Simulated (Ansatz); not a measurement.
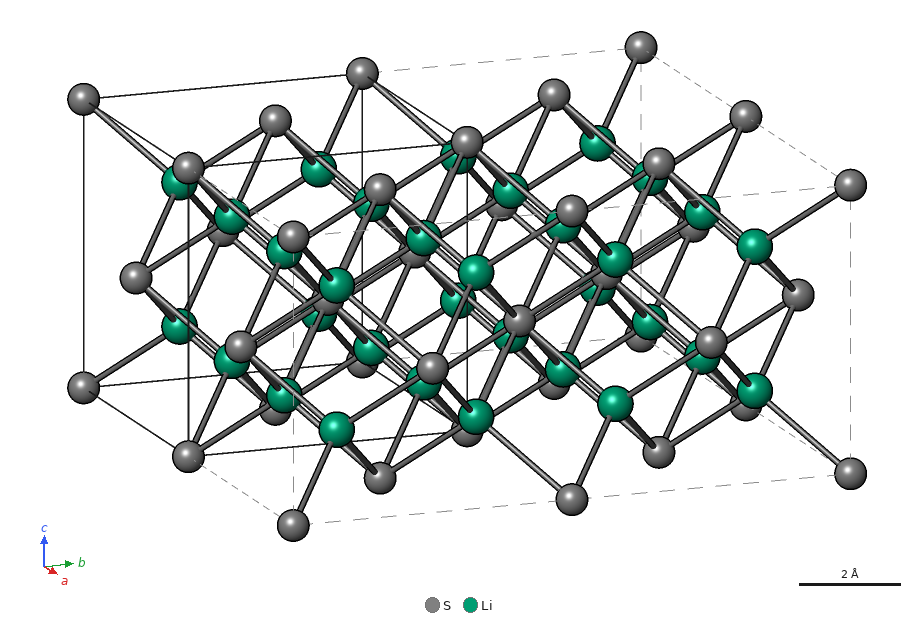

Drawn in the ball-and-stick manner and seen slightly off an axis. One conventional unit cell is drawn solid; the view covers 2×2×1 cells.

Li2S, space group Fm-3m (No. 225), a = 5.92 Å, b = 5.92 Å, c = 5.92 Å, α = 90.00°, β = 90.00°, γ = 90.00°.

Calculation details: DFT, PBE, plane waves, PAW (Ansatz); plane waves up to 420 eV, k-points about 0.23 Å⁻¹ apart, Fermi-Dirac smearing of 0.02 eV, no spin polarisation.

**Predict the gap.**

An insulator at this level, with a gap of 3.44 eV, indirect; the smallest direct gap is 3.72 eV.

**What pressure does the calculation give for this cell?**

The computed pressure is -3.6 GPa (stretched: it would shrink).

The structure comes from a structure type filled with these elements by a generator (whether the compound takes this form wasn't checked). The cell was then strained or its atoms displaced on purpose. A calculation with Ansatz used it as input.
